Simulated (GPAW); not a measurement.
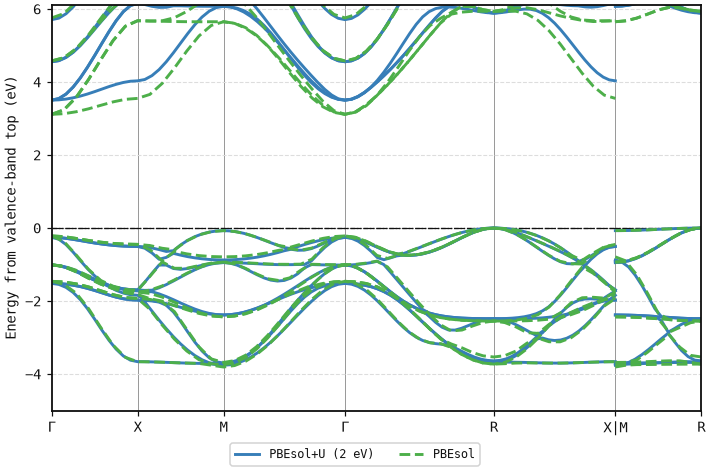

Band structures of cubic perovskite-type BaZrO₃, space group Pm-3m (No. 221), 5 atoms in the cell (cubic a = 4.191 Å), by two methods on the same cell. Each is counted from its own valence-band top.

What changes from one method to the other?

PBEsol+U (2 eV) gives a gap of 3.50 eV along the path and PBEsol gives a gap of 3.12 eV along the path.

Settings. PBEsol+U (2 eV): Zr d U = 2 eV, PAW data sets generated in the run's folder for this functional, no spin polarisation, no spin-orbit coupling, 6×6×6 k mesh, 800 eV cutoff, Fermi-Dirac smearing of 0.05 eV (GPAW 26.7.0). PBEsol: PAW data sets generated in the run's folder for this functional, no spin polarisation, no spin-orbit coupling, 6×6×6 k mesh, 800 eV cutoff, Fermi-Dirac smearing of 0.05 eV (GPAW).

LDA, GGA and most meta-GGA functionals understate gaps.
